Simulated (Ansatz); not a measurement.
# LaP (Fm-3m): relaxing the cell for a phonon run

Wanted: the relaxed cell of LaP (Fm-3m).

Calculated with Ansatz 0.2.0; DFT PBEsol, scalar-relativistic, plane waves, PAW.

### Step 1. Set-up

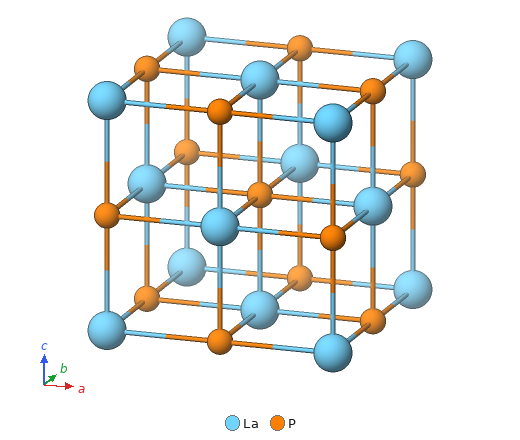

The cell as given, from a free direction (lanthanum blue, phosphorus orange). This picture shows the conventional cell, with its axes. Some periodic images of atoms are drawn too.

### Step 2. Probe on a coarse mesh

A quick single point on a coarse mesh tells whether the cell has a gap and how far it is from rest, which sets the k mesh and smearing that follow.

The input, input.yaml:

```yaml
crystal:
  lattice:
    - [0.0, 3.0125, 3.0125]
    - [3.0125, 0.0, 3.0125]
    - [3.0125, 3.0125, 0.0]
  atoms:
    - { symbol: La, position: [0.0, 0.0, 0.0] }
    - { symbol: P, position: [0.5, 0.5, 0.5] }
kpoints:
  mp_grid: { grid: [6, 6, 6] }
hamiltonian:
  xc: pbesol
scf:
  occupations: { method: gaussian, width: 0.1 }
output:
  forces: true
  stress: true
  eigenvalues: true
```

On the command line:

```
> ansatz run input.yaml --threads 4 --pin off --max-ram 7168MiB --backend cpu --events-out ev --progress --plain --runs-dir out
```

Numbers of over 12 decimals in the logs are rounded to 6 here.

Output:

```text
Engine: ansatz 0.2.0, x86_64-unknown-linux-gnu
Pseudopotentials: kind: paw
Pseudopotential: La, paw, valence charge 11, recommended cutoff 420 eV (normal), La.paw.azcp
Pseudopotential: P, paw, valence charge 5, recommended cutoff 420 eV (normal), P.paw.azcp
Functional definition: PBEsol
  exchange = pbesol_x
  correlation = pbesol_c
Crystal: 2 atoms, lattice volume = 54.678 Å³
[...]
--- Band table (eV; the first three rows and the last of 16) ---
  k-point 0: bands = [... 4 lower, -0.2970, 8.9630, 8.9630, 8.9630, 10.6053, 10.6053, 10.6053, 11.4652]
  k-point 1: bands = [... 4 lower, 0.0639, 7.8851, 8.2964, 8.2964, 10.6218, 10.9498, 10.9498, 11.7534]
  k-point 2: bands = [... 4 lower, 0.8078, 6.4177, 7.4888, 7.4888, 10.9570, 11.4711, 11.4711, 11.8697]
  k-point 15: bands = [... 4 lower, 0.3899, 7.5221, 7.8868, 7.9731, 10.2544, 11.5278, 11.7897, 11.8361]
[key lines of the parts left out:]
SCF converged after 6 iterations
Free energy (F): -6904.418713 eV
Fermi energy:    8.872601 eV
P = ⅓ Tr σ = -1.6234 GPa (-16.234 kbar)
```

The job ended after 0.21 s (4 threads of AMD EPYC 9R45, shared host; peak memory 0.38 GiB; 0.51 s of CPU time).

This step gave:

* pressure: -1.623 GPa
* volume per atom: 27.34 Å³
* gap on the k-mesh: 0 eV

The coarse mesh shows no gap and a pressure of -1.6 GPa.

### Step 3. Bringing the structure to rest

The cell and atoms are relaxed, since residual forces and stress would shift the frequencies.

input.yaml, the sections that differ from step 2:

```yaml
kpoints:
  mp_grid: { grid: [12, 12, 12] }
output:
  forces: true
  stress: true
  eigenvalues: true
  write_density: true
  write_potential: true
  elf: true
  volumetric_format: npy
relax:
  adjacent_minimum: "off"
  f_tol: 0.005
  max_steps: 80
  cell: { stress_tol: 0.05 }
# crystal, hamiltonian, scf: as in step 2
```

Output:

```text
[...]
Crystal: 2 atoms, lattice volume = 54.678 Å³
Basis set: ecut = 420 eV, 1067 PW (Γ), exchange–correlation on 60×60×60 points (8 copies of the dense FFT grid, shifted against one another)
Bands: 12, of which v1, the nominal top of the filled ones, is band 8 counted from 1 (7 counted from 0)
Symmetry: 48 space group operations
[...]
k-points: 72 of 1728
[...]
SCF iter   1: F=—  HF=-6904.431086 eV  |F-HF|=—  |Δ(HF+E_count)|=         —  Δρ=3.35e-3  dr2=1.17e-2  ethr=1.77e-3  ⟨swp⟩=4.7  Hψ=4538  notcnv=0
[...]
SCF iter   6: F=-6904.427538 eV  HF=-6904.427538 eV  |F-HF|=3.75e-10  |Δ(HF+E_count)|=   4.39e-8  Δρ=1.33e-6  dr2=9.06e-10  ethr=5.57e-10  ⟨swp⟩=9.3  Hψ=7166  notcnv=0
SCF 1 converged in 6 iterations: F = -6904.427538 eV  dr2 = 9.06e-10
[...]
relax step   1: F+E_penalty+E_count = -6904.42753751 eV  Δ(F+E_penalty+E_count) = +0.000e0 eV  max|allowed force component| = 3.172e-30 eV/Å  Δτ_max = 0.0000 Å  P = -1.722 GPa  Ω = 54.678 Å³  (6 SCF iters, dr2 threshold 1.00e-7 eV, accepted)
Crystal: 2 atoms, lattice volume = 52.095 Å³
Basis set: ecut = 420 eV, 965 PW (Γ), exchange–correlation on 60×60×60 points (8 copies of the dense FFT grid, shifted against one another)
[...]
iter 1 solved again at ethr=3.04e-6 eV; its pass at ethr=3.10e-3 eV (dr2=4.87e-4 eV) is discarded
[...]
SCF iter   5: F=-6904.426183 eV  HF=-6904.426183 eV  |F-HF|=1.33e-8  |Δ(HF+E_count)|=   1.01e-7  Δρ=5.62e-6  dr2=1.27e-8  ethr=1.25e-9  ⟨swp⟩=11.2  Hψ=7210  notcnv=0
SCF 2 converged in 5 iterations: F = -6904.426183 eV  dr2 = 1.27e-8
relax step   2: F+E_penalty+E_count = -6904.42618321 eV  Δ(F+E_penalty+E_count) = +1.354e-3 eV  max|allowed force component| = 1.512e-29 eV/Å  Δτ_max = 0.0000 Å  P = +2.060 GPa  Ω = 52.095 Å³  energy of the carried Pulay correction = +1.753e-4 eV  (5 SCF iters, dr2 threshold 2.00e-7 eV, rejected (line search))
Crystal: 2 atoms, lattice volume = 53.471 Å³
Basis set: ecut = 420 eV, 1037 PW (Γ), exchange–correlation on 60×60×60 points (8 copies of the dense FFT grid, shifted against one another)
[...]
SCF iter   7: F=-6904.434467 eV  HF=-6904.434467 eV  |F-HF|=0.00e0  |Δ(HF+E_count)|=  9.09e-13  Δρ=4.24e-8  dr2=1.23e-12  ethr=1.00e-12  ⟨swp⟩=7.1  Hψ=5259  notcnv=0
SCF 3 converged in 7 iterations: F = -6904.434467 eV  dr2 = 1.23e-12
relax step   3: F+E_penalty+E_count = -6904.43446696 eV  Δ(F+E_penalty+E_count) = -6.929e-3 eV  max|allowed force component| = 1.085e-30 eV/Å  Δτ_max = 0.0000 Å  P = -0.065 GPa  Ω = 53.471 Å³  energy of the carried Pulay correction = +8.087e-5 eV  (7 SCF iters, accepted)
[...]
relax step   4: F+E_penalty+E_count = -6904.43447899 eV  Δ(F+E_penalty+E_count) = -1.204e-5 eV  max|allowed force component| = 1.241e-30 eV/Å  Δτ_max = 0.0000 Å  P = -0.001 GPa  Ω = 53.427 Å³  energy of the carried Pulay correction = +8.383e-5 eV  (4 SCF iters, dr2 threshold 1.06e-8 eV, accepted)
[...]
SCF iter   4: F=-6904.434410 eV  HF=-6904.434410 eV  |F-HF|=9.09e-12  |Δ(HF+E_count)|=  6.46e-11  Δρ=1.47e-7  dr2=1.78e-12  ethr=1.00e-12  ⟨swp⟩=6.4  Hψ=5070  notcnv=0
SCF 5 converged in 4 iterations: F = -6904.434410 eV  dr2 = 1.78e-12
relax step   5: F+E_penalty+E_count = -6904.43440994 eV  Δ(F+E_penalty+E_count) = +6.905e-5 eV  max|allowed force component| = 1.233e-30 eV/Å  Δτ_max = 0.0000 Å  P = -0.004 GPa  Ω = 53.427 Å³  stress off target by 4.39e-3 GPa  SCF on the basis re-selected at this cell (its energy is not comparable with the rows above)  (4 SCF iters)
basis re-selected at this cell: Δ(F+E_penalty+E_count) = +6.905e-5 eV, ΔP = -0.003 GPa vs the last step (what re-selecting the basis moved, of the pressure what is left beyond the Pulay correction that the steps carried, after the strain that the cell walked since its last selection, with what the two solves' SCF thresholds leave and, on support functions, any second-order correction that the steps lacked; it is no m [...]
SCF converged after 4 iterations
Free energy (F): -6904.434410 eV
[...]
Internal energy: -6904.433608 eV  (E = F + TS)
E sigma→0 (E₀):  -6904.434009 eV
Entropy (-TS):   -0.000802 eV (-0.401 meV/atom)
Fermi energy:    9.140059 eV
[...]
--- Stress (GPa, compression-positive) ---
       -0.004390      -0.000000      -0.000000
       -0.000000      -0.004390      -0.000000
       -0.000000      -0.000000      -0.004390
  P = ⅓ Tr σ = -0.0044 GPa (-0.044 kbar)
--- Band table (eV; the first three rows and the last of 72) ---
  k-point 0: bands = [... 4 lower, -0.0780, 9.2347, 9.2347, 9.2347, 10.8721, 10.8721, 10.8721, 11.7758]
  k-point 1: bands = [... 4 lower, 0.0255, 8.8863, 9.0097, 9.0097, 10.8751, 10.9753, 10.9753, 11.9174]
  k-point 2: bands = [... 4 lower, 0.3067, 8.1419, 8.5460, 8.5460, 10.9003, 11.2325, 11.2325, 12.1062]
  k-point 71: bands = [... 4 lower, 0.7444, 7.4190, 8.1565, 8.1565, 11.3528, 11.3528, 12.1792, 12.1792]
--- Relaxed structure (4 steps of the walk, 3 accepted, 1 SCFs on fresh bases) ---
  F+E_penalty+E_count = -6904.43440994 eV   max|allowed force component| = 1.233e-30 eV/Å   (the final SCF, on the basis selected at the relaxed cell)
  cell:  # Å, volume = 53.4271 Å³
    - [0, 2.989352, 2.989352]
    - [2.989352, 0, 2.989352]
    - [2.989352, 2.989352, 0]
  atoms:
    - { symbol: La, position: [0, 0, 0] }
    - { symbol: P, position: [0.5, 0.5, 0.5] }
```

Wall time 1.8 s (4 threads); peak memory 0.48 GiB.

Step by step:

```
step  energy less that of the first step (eV)  largest force component (eV/Å)  pressure (GPa)  volume (Å³)
   1                                   0.0000                          0.0000           -1.72        54.68
   2                                   0.0014                          0.0000            2.06        52.10
   3                                  -0.0069                          0.0000           -0.07        53.47
   4                                  -0.0069                          0.0000            0.00        53.43
  5*                                  -0.0069                          0.0000            0.00        53.43
```

Relaxation steps marked * repeat the geometry before them on a plane-wave basis chosen anew for their cell, so energy and pressure can jump there. Relaxation step 2 was tried and not accepted.

The run keeps the 48 symmetry operations that it works with, so distortions that break them were not tested.

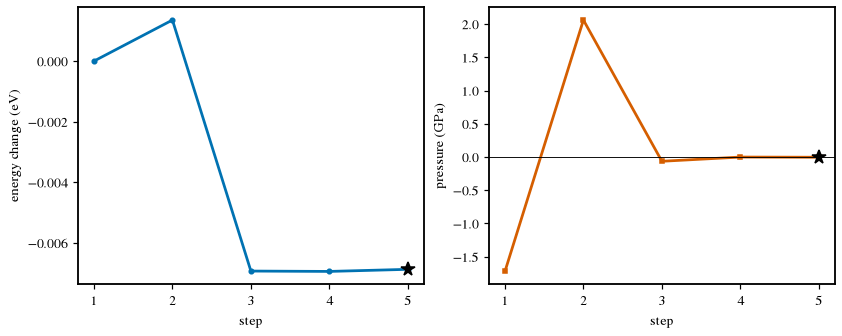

Energy and pressure along the relaxation. Stars mark steps on a basis chosen anew.

```
conventional cell, symmetrised  before  after  change
                         a (Å)   6.025  5.979  -0.8 %
                         b (Å)   6.025  5.979  -0.8 %
                         c (Å)   6.025  5.979  -0.8 %
              volume (Å³/atom)   27.34  26.71  -2.3 %
```

Final coordinates:

```xyz
2
Lattice="0.0000 2.9894 2.9894 2.9894 0.0000 2.9894 2.9894 2.9894 0.0000" Properties=species:S:1:pos:R:3 pbc="T T T"
La    0.0000    0.0000    0.0000
P     2.9894    2.9894    2.9894
```

Numbers from this step:

- pressure: -0.004390 GPa
- volume per atom: 26.71 Å³

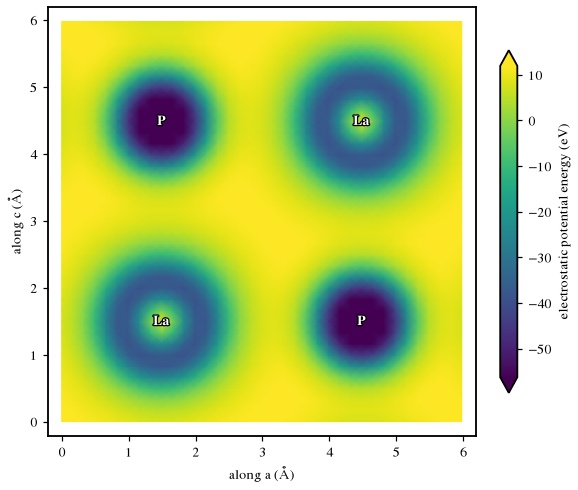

Electrostatic potential energy in the ac plane of the conventional cell at fractional y = 0.000, with atoms of La and P within 0.2 Å of it. With pseudopotentials it is smooth inside the atoms' cores, unlike the true potential. The map starts off the cell's origin, so that atoms lie inside it.

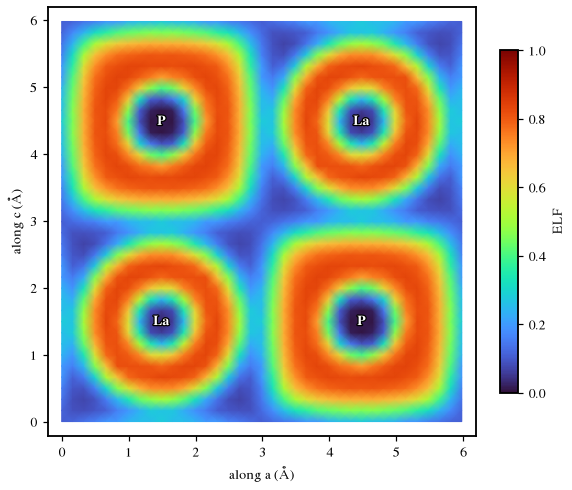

ELF in the ac plane of the conventional cell at fractional y = 0.000, with atoms of La and P within 0.2 Å of it. It is the smooth field of the valence electrons, not physical close to the nuclei. The map starts off the cell's origin, so that atoms lie inside it.

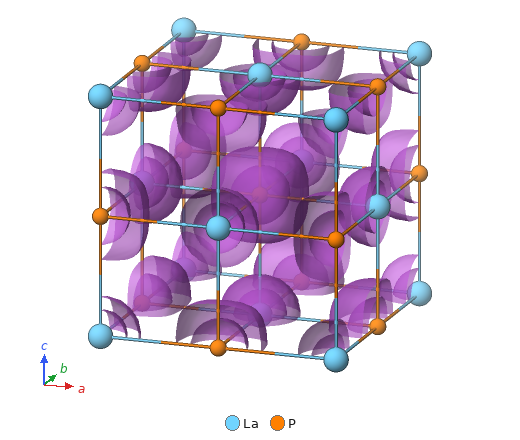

Surface of ELF = 0.76.

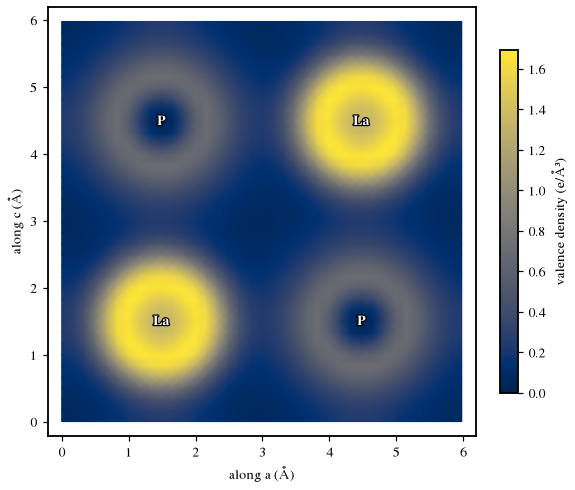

Valence density in the ac plane of the conventional cell at fractional y = 0.000, with atoms of La and P within 0.2 Å of it. It is the smooth field of the valence electrons, not physical close to the nuclei. The map starts off the cell's origin, so that atoms lie inside it.

In this step the volume went from 27.34 to 26.71 Å³/atom.

### Step 4. Relaxing to small forces for the phonons

Phonons need a cell at rest on their own settings, so the relaxation is repeated with tight tolerances on forces and stress, using the mesh and the filling of the phonon run that follows.

The input, input.yaml:

```yaml
crystal:
  lattice:
    - [0.0, 2.9893524227, 2.9893524227]
    - [2.9893524227, 0.0, 2.9893524227]
    - [2.9893524227, 2.9893524227, 0.0]
  atoms:
    - { symbol: La, position: [0.0, 0.0, 0.0] }
    - { symbol: P, position: [0.5, 0.5, 0.5] }
kpoints:
  mp_grid: { grid: [12, 12, 12] }
hamiltonian:
  xc: pbesol
scf:
  occupations: { method: methfessel_paxton, width: 0.15 }
output:
  forces: true
  stress: true
  eigenvalues: true
relax:
  adjacent_minimum: "off"
  f_tol: 0.001
  max_steps: 60
  cell: { stress_tol: 0.01 }
```

Output:

```text
[...]
Crystal: 2 atoms, lattice volume = 53.427 Å³
Basis set: ecut = 420 eV, 1037 PW (Γ), exchange–correlation on 60×60×60 points (8 copies of the dense FFT grid, shifted against one another)
Bands: 12, of which v1, the nominal top of the filled ones, is band 8 counted from 1 (7 counted from 0)
[... 1 set-up line as in the run before ...]
[...]
k-points: 72 of 1728
[...]
k-point 71: bands = [... 4 lower, 0.7446, 7.4191, 8.1566, 8.1566, 11.3526, 11.3526, 12.1789, 12.1789]
--- Relaxed structure (1 steps of the walk, 1 accepted, 1 SCFs on fresh bases) ---
[...]
cell:  # Å, volume = 53.4271 Å³
    - [0.0, 2.9893524227, 2.9893524227]
    - [2.9893524227, 0.0, 2.9893524227]
    - [2.9893524227, 2.9893524227, 0.0]
  atoms:
    - { symbol: La, position: [0.0, 0.0, 0.0] }
    - { symbol: P, position: [0.5, 0.5, 0.5] }
[key lines of the parts left out:]
SCF converged after 6 iterations
Free energy (F): -6904.433703 eV
Fermi energy:    9.113022 eV
P = ⅓ Tr σ = -0.0004 GPa (-0.004 kbar)
```

The job ended after 0.77 s (4 threads; peak memory 0.47 GiB; 2.4 s of CPU time).

Little changed from the start: no atom moved by 0.005 Å and no cell edge by 0.1 %.

This step gave:

```yaml
pressure: -4.48e-4 GPa
```

The forces vanish by symmetry and the pressure is 0.000 GPa, within the tolerances set. The cell now holds 26.71 Å³/atom.

### Step 5. What came out

```
space group after relaxation : Fm-3m
lattice constant a           : 5.979 Å
lattice constant b           : 5.979 Å
lattice constant c           : 5.979 Å
volume per atom              : 26.7 Å³
```

The forces vanish by symmetry and the pressure is 0.000 GPa, within the tolerances set. The cell now holds 26.71 Å³/atom. The relaxation keeps the symmetry of its start, so it says nothing on stability against lower symmetry. Spin-orbit coupling is left out, which can matter for the heavy elements here.

[Logs are printed without paths, hosts, clocks, repeated set-up lines and the standing remarks that a program may print on its own settings, such as how far it seeks lower states.]

[Hosts, paths, dates, database ids (printed as entryN), source tags and the programs' standing remarks are cut or masked in the printed files.]
